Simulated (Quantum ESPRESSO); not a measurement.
Ag: relaxation of cell and atoms

- system: Ag (2 atoms in the cell)
- method: Kohn-Sham DFT of a periodic cell, PBEsol with rVV10, GBRV 1.5 PBEsol, no spin polarisation (Quantum ESPRESSO 7.5)

The structure derives from an entry of the Crystallography Open Database.

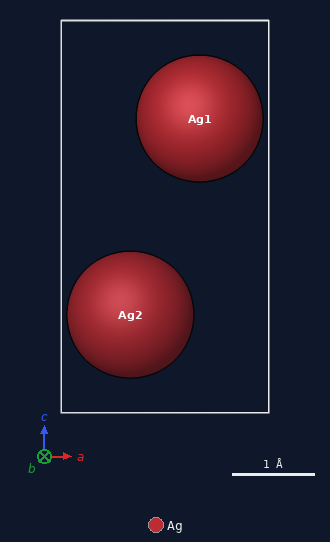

Figure 1. The input geometry (spheres-only view of the cell of the calculation, along the b axis; atoms are numbered from 1 in the order of the input). An atom can appear more than once, as a periodic image.

## Results in brief

```tsv
quantity	value
outcome	converged
space group (tolerance 0.01 Å)	P6₃/mmc (194)
electrons treated	38
free energy	−8039.8691 eV
Fermi energy	18.527 eV
gap on the k-point mesh	none (metallic)
pressure	0.15 GPa
final volume	32.05 Å³
largest force (length of the vector) at the end	under 0.001 eV/Å
final cell	a = 2.833 Å, b = 2.833 Å, c = 4.612 Å, α = 90.00°, β = 90.00°, γ = 120.00°
hardware	2 threads of Intel Xeon @ 2.50GHz (Skylake/Cascade Lake), 128 GiB of memory available, shared host
wall time	4.3 min (CPU time 8.3 min)
peak memory	0.3 GiB
```

## Remarks

Further notes kept with the run: rVV10 parameter b fitted to another functional. Points of doubt noted for this run: rvv10 parameter b fitted to another functional.

## Input file
```python
import numpy as np
from ase.calculators.espresso import Espresso, EspressoProfile
from ase.io import read

atoms = read('Ag.cif')

input_data = {
    'control': {'calculation': 'scf', 'prefix': 'pwscf', 'outdir': './tmp', 'tprnfor': True, 'tstress': True, 'disk_io': 'low'},
    'system': {'ecutwfc': 56.0, 'ecutrho': 448.0, 'nbnd': 27, 'input_dft': 'sla+pw+psx+psc+vv10', 'occupations': 'smearing', 'smearing': 'fd', 'degauss': 0.00367493},
    'electrons': {'conv_thr': 4e-10, 'electron_maxstep': 120, 'mixing_beta': 0.5},
}
pseudopotentials = {'Ag': 'ag_pbesol_v1.4.uspp.F.UPF'}
profile = EspressoProfile(command='mpirun -n 2 pw.x -nk 2', pseudo_dir='pseudo')
dft = Espresso(profile=profile, input_data=input_data, pseudopotentials=pseudopotentials, kpts=(10, 10, 6), koffset=(0, 0, 0))
atoms.calc = dft

from ase.optimize import FIRE
from ase.filters import FrechetCellFilter
done = FIRE(FrechetCellFilter(atoms), trajectory='opt.traj').run(fmax=0.02, steps=30)
print('converged', done)
print('cell (A)', np.round(atoms.cell.cellpar(), 5))
print(f'energy {atoms.get_potential_energy():.8f} eV')
print('forces (eV/A)')
print(np.round(atoms.get_forces(), 6))
print('stress (eV/A^3, Voigt)')
print(np.round(atoms.get_stress(), 8))
print(f'Fermi level {dft.get_fermi_level():.4f} eV')
```

## File Ag.cif
```
data_Ag
_cell_length_a 2.93000000
_cell_length_b 2.93000000
_cell_length_c 4.79000000
_cell_angle_alpha 90.00000000
_cell_angle_beta 90.00000000
_cell_angle_gamma 120.00000000
_space_group_name_H-M_alt 'P1'
_space_group_name_Hall 'P 1'
_space_group_IT_number 1
loop_
_space_group_symop_operation_xyz
'x,y,z'
loop_
_atom_site_label
_atom_site_type_symbol
_atom_site_symmetry_multiplicity
_atom_site_Wyckoff_symbol
_atom_site_fract_x
_atom_site_fract_y
_atom_site_fract_z
_atom_site_occupancy
Ag1 Ag 1 a 0.6666666667 0.3333333333 0.7500000000 1
Ag2 Ag 1 a 0.3333333333 0.6666666667 0.2500000000 1
```

Launch command:
```bash
OMP_NUM_THREADS=1 python run.py
```

## Log
```
Step          Energy          fmax
FIRE:    0    -8039.743430        1.272288
FIRE:    1    -8039.783300        1.087034
FIRE:    2    -8039.838336        0.707845
FIRE:    3    -8039.868474        0.137738
FIRE:    4    -8039.842970        0.580315
FIRE:    5    -8039.845634        0.545358
FIRE:    6    -8039.850344        0.478618
FIRE:    7    -8039.856080        0.385167
FIRE:    8    -8039.861599        0.272763
FIRE:    9    -8039.866018        0.147562
FIRE:   10    -8039.868403        0.018671
converged True
cell (A) [  2.83272   2.83272   4.61191  90.       90.      120.     ]
energy -8039.86840318 eV
forces (eV/A)
[[-0. -0.  0.]
 [ 0.  0.  0.]]
stress (eV/A^3, Voigt)
[-0.00116514 -0.00116514 -0.00039297  0.          0.          0.        ]
Fermi level 18.5273 eV
```

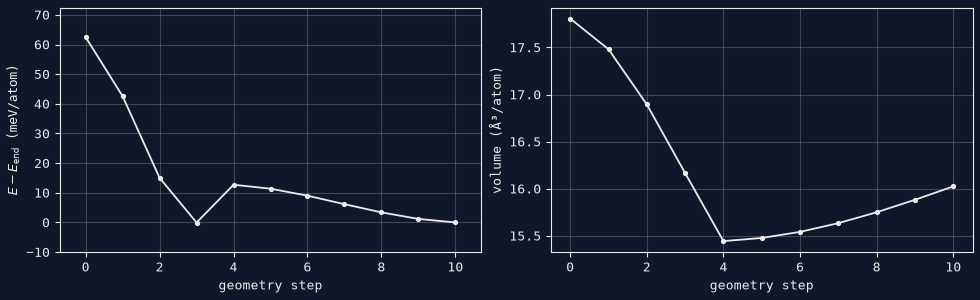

Figure 2. Progress of the relaxation, step by step (steps are counted from 0).

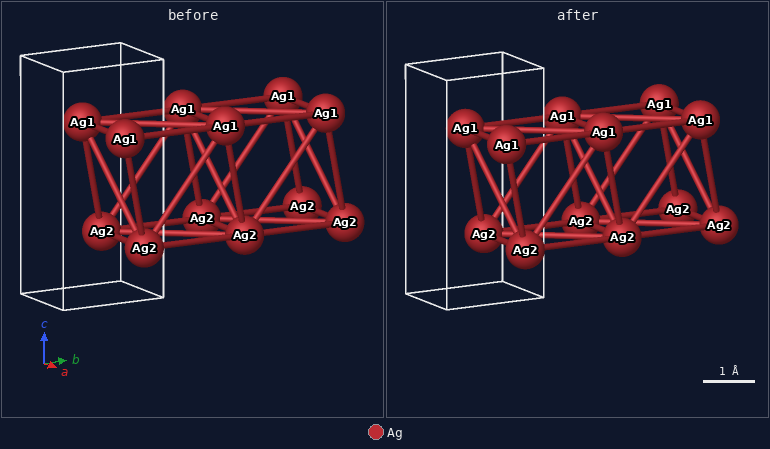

Figure 3. Before (left) and after (right) the relaxation, at one scale (ball-and-stick view of the cell of the calculation, repeated 2 × 3 × 1, seen slightly off an axis). The atoms keep their places relative to the cell (all moves are under 0.005 Å). The drawn cell changes as follows: a = b 2.930 → 2.833 Å (−3.3 %), c 4.790 → 4.612 Å (−3.7 %); the volume changes by −10.0 %. Among the contacts that change: Ag1–Ag1 2.930 → 2.833 Å. The space group stays P6_3/mmc (No. 194). Over 10 geometry steps the energy falls by 62.5 meV per atom. All forces vanish by symmetry, so only the cell relaxes. (Atoms are counted from 1 in the order of the input.)
